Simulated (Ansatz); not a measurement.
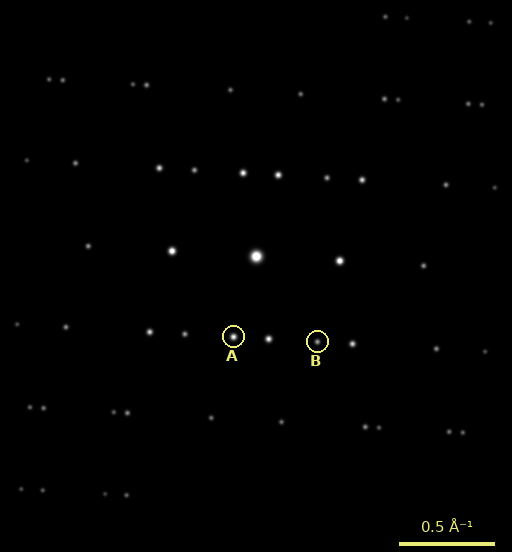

Kinematic zone-axis pattern, calculated for 200 keV electrons with B = 0.5 Å². Two individuals of a reflection twin are superposed (a geometric construction: whether this twin forms is not tested). Crystal: Ta, space group P6_3/mmc (No. 194), a = 2.90 Å, c = 5.13 Å (hexagonal axes), zone axis [211]. Structure: the input geometry of an electronic-structure calculation (not necessarily at equilibrium); the starting structure was generated, so it need not be a known form of this composition.

In the first individual spot A is -1 1 1 and spot B is -1 0 2.

> On which plane is the crystal twinned?

(01-1). The spot positions of the combined pattern are mirror-symmetric about the row through 0 1 -1 (d = 2.258 Å), which both individuals share, while a single individual has only symmetry 2mm without that mirror line. Friedel's law adds a mirror line at right angles, along which no low-index reflection lies.

> Which other reflections coincide?

Within the frame only the reflections of the common row coincide.
